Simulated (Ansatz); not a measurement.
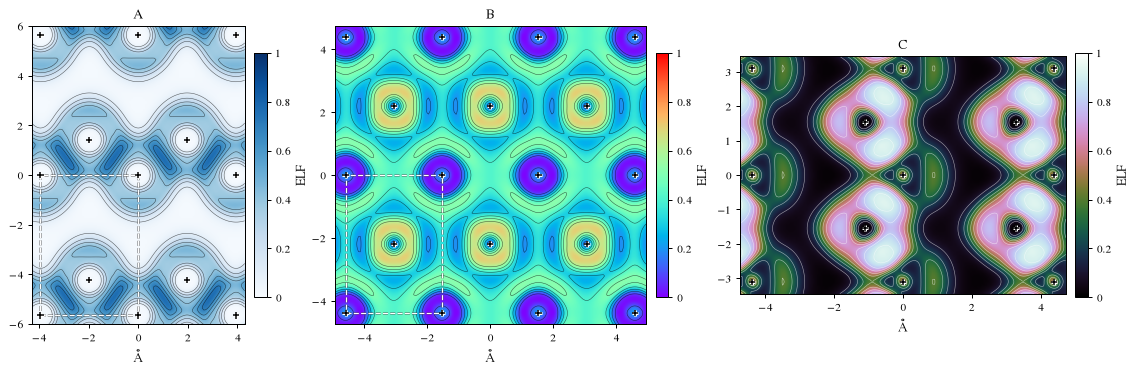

The ELF of 3 systems, each on a plane through atoms (crosses mark nuclei in the plane).

All numbers below come from DFT PBE, scalar-relativistic, plane waves, PAW in Ansatz.

System 1: Ge, the (100) plane of the conventional cell. Space group I4₁/amd; changed on purpose from its base cell (strain -0.015 along x and y, +0.000 along z, atoms carried along); computed pressure about 6 GPa in this cell.

```xyz
4
Lattice="2.7863 -2.7863 0.0000 2.7863 2.7863 0.0000 0.0000 0.0000 5.6575" Properties=species:S:1:pos:R:3 pbc="T T T"
Ge    2.7863    0.0000    0.0000
Ge    0.0000    0.0000    2.8288
Ge    1.3932   -1.3932    1.4144
Ge    1.3932    1.3932    4.2432
```

System 2: AlRu, the (101) plane of the conventional cell. Space group P4/mmm; changed on purpose from its base cell (strain +0.025 along x and y, +0.050 along z, atoms carried along); computed pressure about −14 GPa in this cell; computed without spin polarisation.

System 3: SiC, the (011) plane of the conventional cell. Space group F-43m.

```
Si C
1.0
     4.37973    0.00000    0.00000
     0.00000    0.00000   -4.37973
     0.00000    4.37973    0.00000
Si C
4 4
Direct
  0.50000 0.50000 0.00000
  0.00000 0.50000 0.50000
  0.00000 0.00000 0.00000
  0.50000 0.00000 0.50000
  0.75000 0.75000 0.25000
  0.25000 0.75000 0.75000
  0.25000 0.25000 0.25000
  0.75000 0.25000 0.75000
```

> Match each panel to its system.

Panel A is system 1, Ge: the plane holds Ge. Ge–Ge (2.43 Å): the ELF peaks at about 0.75 between the atoms: localised, covalent bonding. Panel B is system 2, AlRu: the plane holds Al and Ru. Al–Ru (2.68 Å): the ELF is about 0.40 at the midpoint. Panel C is system 3, SiC: the plane holds Si and C. Si–C (1.90 Å): the ELF peaks at about 0.95 between the atoms (a covalent bond).
